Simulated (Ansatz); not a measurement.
**Al2Cu: density, localisation and related maps**

The calculation's input:

```
crystal:
  lattice:
    - [4.0880282815, 0.0, 0.0]
    - [0.0, 4.0880282815, 2.8513253939]
    - [0.0, -4.0880282815, 2.8513253939]
  atoms:
    - { symbol: Al, position: [0.5, 0.75, 0.75] }
    - { symbol: Al, position: [0.5, 0.25, 0.25] }
    - { symbol: Al, position: [0.0, 0.4938845824, 0.0061154176] }
    - { symbol: Al, position: [0.0, 0.0061154176, 0.4938845824] }
    - { symbol: Cu, position: [0.0, 0.4976272514, 0.4976272514] }
    - { symbol: Cu, position: [0.0, 0.0023727486, 0.0023727486] }
basis:
  ecutwfc: 500
kpoints:
  mp_grid: { grid: [12, 10, 10] }
hamiltonian:
  xc: r2scan
scf:
  occupations: { method: gaussian, width: 0.15 }
output:
  forces: true
  stress: true
  eigenvalues: true
  write_density: true
  write_potential: true
  elf: true
  volumetric_format: npy
```

Run with:

```sh
ansatz run input.yaml --threads 2 --pin off --max-ram 5120MiB --backend cpu --events-out ev --progress --plain --runs-dir out
```

Below, planes, directions and counts refer to the conventional cell (a = 5.70 Å, b = 8.18 Å, c = 4.09 Å, α = 90.00°, β = 90.00°, γ = 90.00°).

Space group Cmmm; a structure from a database of computed crystals, not necessarily the ambient phase; not relaxed (largest force 0.6 eV/Å); computed without spin polarisation.

These are results of Ansatz 0.2.0, DFT r2SCAN, scalar-relativistic, plane waves, PAW, not measurements.

In a PAW calculation such maps are meaningful between the atoms, not at the nuclei.

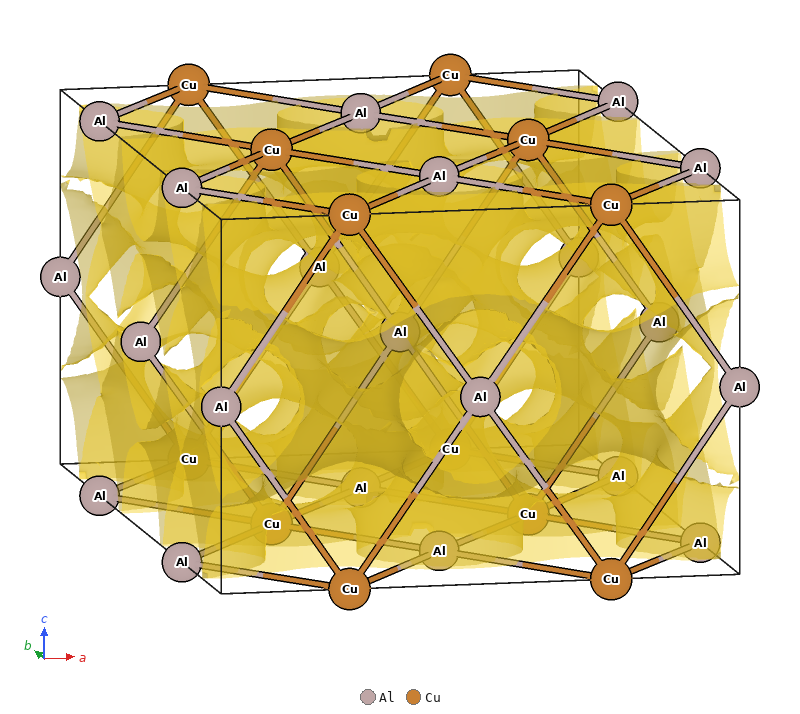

Figure 1. Isosurface of the electron localisation function at 0.55 (yellow), seen slightly off an axis. Only the valence region is drawn (cores and ρ < 0.01 e/Å³ removed). Sticks mark near contacts.

**Where are the electrons localised?**

At this value the surface marks out one network that runs through the whole crystal, counted in one cell of 12 atoms. Regions shared between cells count once.


Al–Cu (2.44 Å): the ELF peaks at about 0.60 between the atoms. Al–Cu (2.48 Å): the ELF peaks at about 0.60 between the atoms.

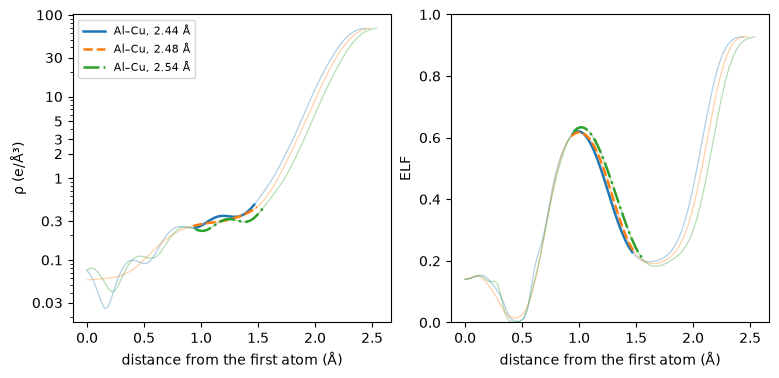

Figure 2. Valence pseudo-density and ELF along straight lines between neighbouring atoms. Thin, pale parts lie inside the atomic spheres.

**Compare the contacts.**

Al–Cu (2.44 Å): ρ is about 0.35 e/Å³ halfway; the ELF peaks at about 0.60 between the atoms.
Al–Cu (2.48 Å): ρ is about 0.31 e/Å³ halfway; the ELF peaks at about 0.60 between the atoms.
Al–Cu (2.54 Å): ρ at the midpoint is about 0.32 e/Å³, with its minimum of 0.23 e/Å³ about 1.0 Å from Al; the ELF peaks at about 0.65 between the atoms.

**Does the calculation give a band gap?**

It is gapless in this calculation (a metal or semimetal).
